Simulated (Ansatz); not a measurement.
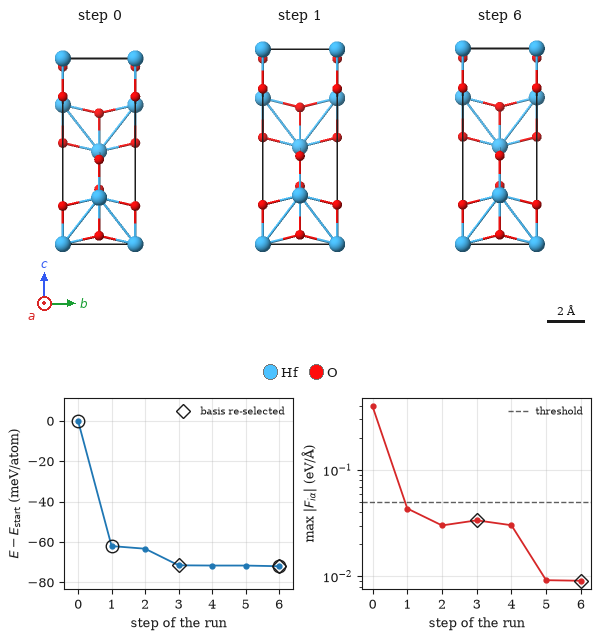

Frames of a relaxation of solid HfO₂ (a generated structure, set up in I4_1/amd) (coarse preliminary run), marked on the history of the run. A ball-and-stick model of the conventional cell (2 times the calculation's cell), seen along the a axis. Lengths and directions refer to the drawn axes.

Case: Ti → Hf on all its sites, cell and atoms relaxed.

All numbers below come from DFT PBE, scalar-relativistic, plane waves, PAW (Ansatz 0.2.0). Settings: plane-wave cutoff 420 eV; k-point mesh 8 × 8 × 8; occupations gaussian; smearing width 0.1 eV; no spin polarisation; cell and atoms relaxed; force threshold 0.05 eV/Å; at most 60 steps.

**What happens along the run?**

The largest moves relative to the cell, 0.038 Å, are those of O atoms. Hf stays in place. The drawn cell changes as follows: a = b 3.942 → 4.020 Å (+2.0 %), c 10.093 → 10.638 Å (+5.4 %); the volume changes by +9.6 %. Among the contacts that change: Hf–Hf 3.202 → 3.334 Å, Hf–O 2.072 → 2.146 Å, Hf–O 2.022 → 2.075 Å. Bond angles that change, for instance: Hf–O–Hf 154.2° → 151.3°. The space group stays I4_1/amd (No. 141). Over 4 accepted moves (6 points after the start) the energy falls by 71.9 meV per atom. The largest force component goes from 0.4 to 0.0091 eV/Å. The pressure goes from 19.84 to −0.02 GPa. At 2 points the geometry stayed and the basis and grid were re-selected for the new cell (energy shift of 8.2 meV per atom at most each time). From step 0 to 1: O atoms move most (0.03 Å), volume +10.0 %, energy −62.0 meV per atom. From step 1 to 6: volume −0.4 %, energy −10.0 meV per atom.
